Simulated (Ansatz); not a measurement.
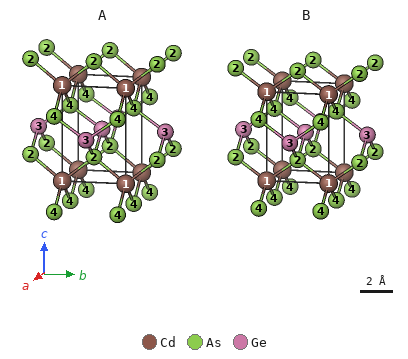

Two geometries of solid CdGeAs$_{2}$ (a generated structure, set up in P-4m2), drawn at one scale. One is the start of a relaxation, the other its converged end. The picture is a ball-and-stick view of the cell of the calculation, seen from a free direction.

These are results of Ansatz 0.2.0, DFT, PBE, plane waves, PAW, not measurements. (plane-wave cutoff 420 eV; k-point mesh 6 × 6 × 4; occupations fermi dirac; smearing width 0.02 eV; no spin polarisation; cell and atoms relaxed; force threshold 0.005 eV/Å)

> Which one is relaxed?

Structure A is the relaxed one. The largest moves relative to the cell, 0.096 Å, are those of As2 and As4. As2 goes along +c. Cd and Ge stay in place. The drawn cell changes as follows: a = b 4.050 → 4.146 Å (+2.4 %), c 5.728 → 6.151 Å (+7.4 %); the volume changes by +12.5 %. Some distances before and after: Cd1–As2 2.480 → 2.640 Å, As2–Ge3 2.480 → 2.525 Å. Among the angles between lasting bonds that change: As2–Cd1–As2 109.5° → 103.5°, Cd1–As4–Cd1 109.5° → 103.5°, As2–Cd1–As4 109.5° → 112.5°. The space group stays P-4m2 (No. 115). Over 5 accepted moves (7 points after the start) the energy falls by 93.9 meV per atom. Largest force component: 1.1 eV/Å at the start, 0.0014 eV/Å at the end. The pressure goes from 8.52 to 0.01 GPa. At 2 points the geometry stayed and the basis and grid were re-selected for the new cell (energy shift of 0.8 meV per atom at most each time). The run took roughly 40 core-seconds on a shared host.
